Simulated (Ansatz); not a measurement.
A periodic structure is given below.

```
CELL_PARAMETERS angstrom
3.20880 0.00000 0.00000
-1.60440 2.77890 0.00000
0.00000 0.00000 23.31457
ATOMIC_POSITIONS crystal
Hf 0.00000 0.00000 0.77964
Hf 0.33333 0.66667 0.88703
Hf 0.00000 0.00000 0.00000
N 0.66667 0.33333 0.94542
N 0.66667 0.33333 0.72124
Hf 0.66667 0.33333 0.11297
Hf 0.00000 0.00000 0.22036
Hf 0.66667 0.33333 0.33333
N 0.33333 0.66667 0.27876
N 0.33333 0.66667 0.05458
Hf 0.33333 0.66667 0.44631
Hf 0.66667 0.33333 0.55369
Hf 0.33333 0.66667 0.66667
N 0.00000 0.00000 0.61209
N 0.00000 0.00000 0.38791
```

### Before looking at a picture, describe the arrangement of atoms.

Formula: Hf3N2. It is rhombohedral (trigonal R), space group R-3m (No. 166). It has 15 atoms to the cell (9 Hf, 6 N). Coordination numbers (contacts within bonding distance): Hf 15 to 18 (mean 16.0) and N 6.

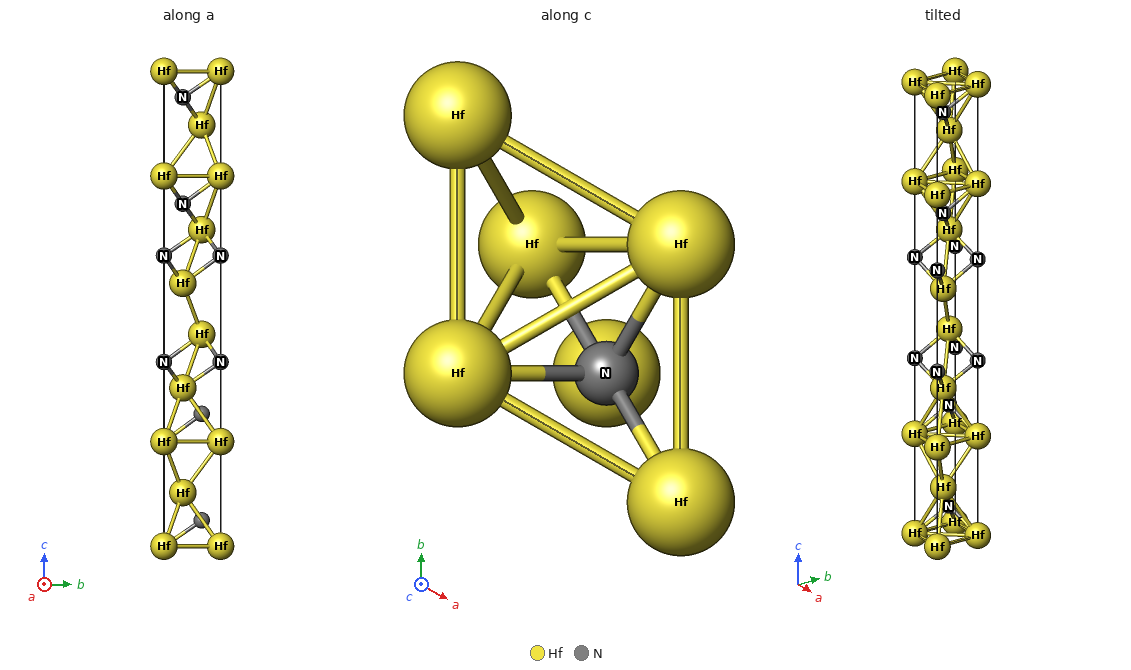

Crystal structure, ball-and-stick style, seen along the a axis, along the c axis and slightly off an axis. The wireframe shows the conventional unit cell.

The structure was taken from a structure listed in the Materials Project. Earlier steps of the study may have refined or changed the cell and positions. An electronic-structure calculation with Ansatz was run on it.
